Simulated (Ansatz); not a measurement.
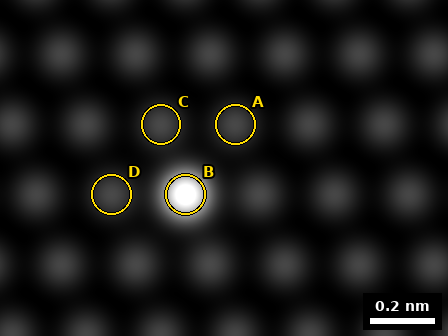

HAADF-like image of Si (Fm-3m, No. 225) along [110]. The image is simulated as a sum over atoms of Z^1.6, blurred by a 1.30 Å probe (no channelling). The probe carries 25 % of its weight in a tail 2.5 times as wide.

The sample is 1 repeat (2.7 Å) thick. One point defect was put into the perfect crystal, without relaxing the atoms around it. Brightness is counted from the darkest point of the image. Host structure: the geometry relaxed with DFT, r2SCAN, plane waves (500 eV) with PAW, scalar-relativistic in Ansatz; the starting structure was generated, so it need not be a known form of this composition.

Which ringed column holds the defect, and does it scatter more or less than its equals?

Answer. B; it scatters more. The column holds 1 atom (Si) through the sample, and one Si atom is replaced by Ge, so its peak rises to about 425 % of that of its equals.
